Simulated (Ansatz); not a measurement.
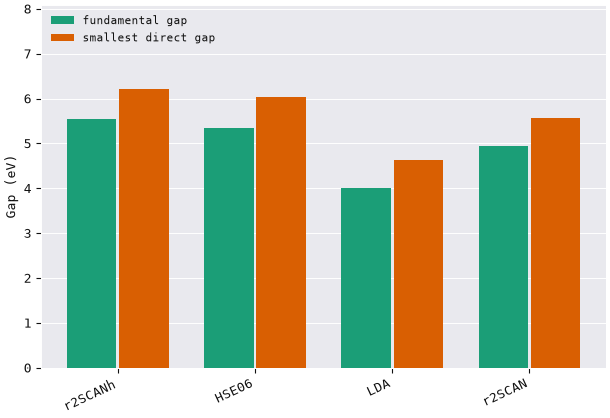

Gaps of LiH, space group P6_3/mmc (No. 194), 4 atoms in the cell, NiAs type, at several levels of theory on one cell (Ansatz, plane waves and PAW; edges over the mesh and the special points).

> How does the gap depend on the level, and does its kind change?

In rising order: LDA 4.01 eV, r2SCAN 4.94 eV, HSE06 5.34 eV and r2SCANh 5.55 eV. It is indirect at every level.
